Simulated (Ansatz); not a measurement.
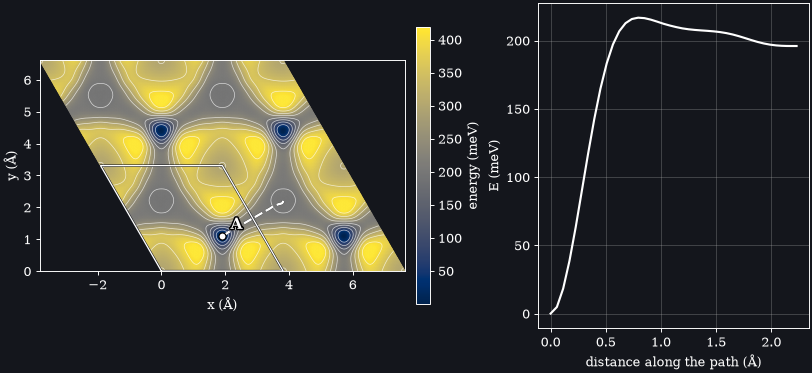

Si on a Si(111) slab cut from the Fd-3m phase, its upper half relaxed before the scan (4 atoms of substrate and one adsorbate in a 1 × 1 cell). Si is moved over the surface cell; relaxed at each place: the height of the adsorbate's atoms; substrate rigid; the origin of the map has the adsorbate above Si4. Places are given modulo a cell vector. The map is drawn in real space over the plane of the surface. Grid: 6 × 6 points; 10 points were computed and 26 follow by symmetry. Energies are in meV, from the lowest grid point. With one adsorbate in each 1 × 1 cell, its nearest image is 3.8 Å away, so neighbouring adsorbates interact. The calculation used Ansatz 0.2.0, DFT LDA, scalar-relativistic, plane waves, PAW. Settings: cutoff 420 eV, k-mesh 9×9×1, gaussian smearing 0.05 eV, spin-polarised.

In the figure: a smooth colour map with a few white contour lines, a line along the lowest path, the outline of one cell of the 2 × 2 shown, the energy along the path at the right, the start A. Between grid points the surface is interpolated.

Q: Describe the path and its barrier.

A: The easiest path leads from the well at a threefold hollow, (4/6, 2/6) of the cell vectors to the well at a threefold hollow over a second-layer Si atom, (2/6, 4/6) of the cell vectors, about 196 meV higher. Its highest point lies about 220 meV above the bottom of the first well on the interpolated surface, at about (0.91, 0.45) of the cell vectors. Seen from the upper well the barrier is about 21 meV. This is the barrier on the constrained surface; relaxing the other coordinates would change it.

PAW datasets: the set soft_1.
